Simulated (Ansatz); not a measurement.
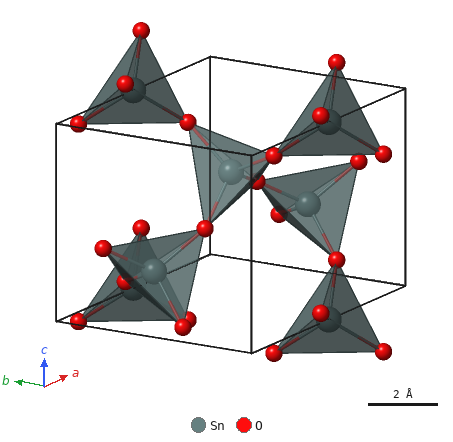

Shown here is a polyhedral view of the crystal, taken from a general direction. The conventional unit cell is drawn as a box. Some atoms of the next cells are drawn as well. Cell: a = 5.979 Å, b = 5.979 Å, c = 6.583 Å, α = 90.00°, β = 90.00°, γ = 120.00°.

What does the picture show?

The solid is SnO₂. Space group: P6_422 (No. 181). Lattice: primitive hexagonal. The cell has 9 atoms, namely 3 Sn, 6 O. The polyhedra are SnO4 tetrahedra; they share corners. Sn is linked to four O in a distorted tetrahedral arrangement at about 1.9 Å. Around each O lie two Sn in a bent arrangement at about 1.9 Å. The bonds build a three-dimensional framework.

It derives from a structure listed in the Materials Project, with elements exchanged, so it need not be a known form of the compound. Earlier steps of the study, as a rule a relaxation of our own, may have changed the cell and positions, so they can lie some per cent off the listed ones. It went into a calculation with Ansatz.
